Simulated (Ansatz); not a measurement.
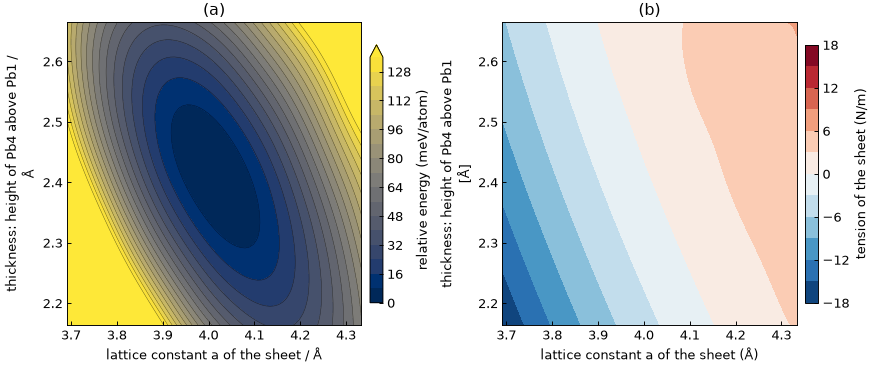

A two-dimensional sheet of PbO (4 atoms in the cell). 
- The lattice constant and the thickness of a sheet are varied, nothing relaxed.
- Coordinates scanned: (1) lattice constant a of the sheet (both vectors scaled alike); (2) thickness: height of Pb4 above Pb1, all heights scaled alike.
- The scan uses a 7 × 7 grid.
- Points are written as (first, second).
- Energies are in meV/atom, from the lowest grid point.
- Level of theory: DFT PBE+D3(BJ), scalar-relativistic, plane waves, PAW (Ansatz 0.2.0). Settings: cutoff 420 eV, k-mesh 6×6×1, gaussian smearing 0.02 eV, no spin polarisation.

Panel (a) is the energy; panel (b) is the computed tension of the sheet, in N/m.

Drawn: filled contours, one colour for all values above the top of the scale. Between grid points the surface is interpolated.

> How does the tension of the sheet vary over the map, and what is it at the lowest grid point?

It runs from −17.9 N/m at (3.691 Å, 2.163 Å) to 6.1 N/m at (4.333 Å, 2.665 Å). At the lowest grid point, (4.012 Å, 2.414 Å), it is 0.0 N/m.
